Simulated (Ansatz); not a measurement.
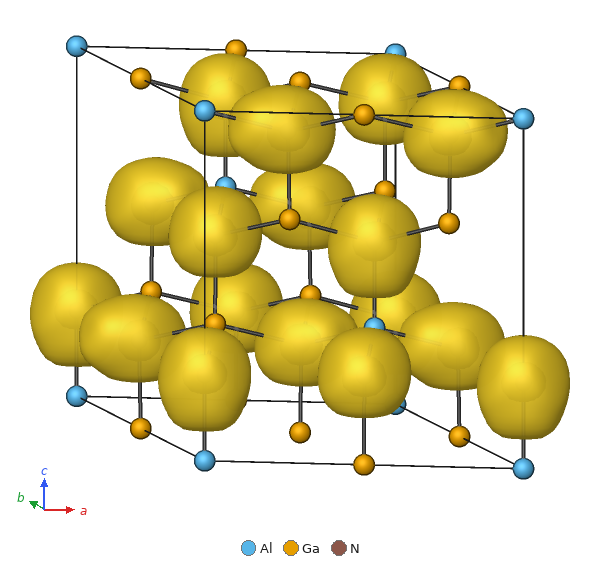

*AlGa3N4. Isosurface of the electron localisation function at 0.65 (yellow), seen slightly off an axis. Core shells and regions of very low density are left out. Sticks mark near contacts.*

Space group R3m; a point of a scan over the structure, not its minimum; a structure from a database of computed crystals, not necessarily the ambient phase; not relaxed (largest force 1.5 eV/Å); computed pressure about 3 GPa in this cell; PAW files of the earlier set (soft_1).

Computed with DFT LDA, scalar-relativistic, plane waves, PAW in Ansatz.

**What do the ELF domains correspond to?**

The ELF exceeds this value in twelve regions on N in which the atom's valence shell and bonds are merged, counted in one cell of 24 atoms. Any copies at cell faces, edges or corners count once. Along the contacts the grid gives the following. Al–N (1.77 Å): the ELF peaks at about 0.90 between the atoms, as expected for a polar covalent bond. Ga–N (1.82 Å): the ELF peaks at about 0.85 in the valence shell of N, 0.6 Å from its nucleus, and is about 0.50 at the midpoint.

**Does the calculation give a band gap?**

It is gapped, with a Kohn–Sham gap of 2.2 eV on the k-point mesh, an upper bound to the gap of this method.
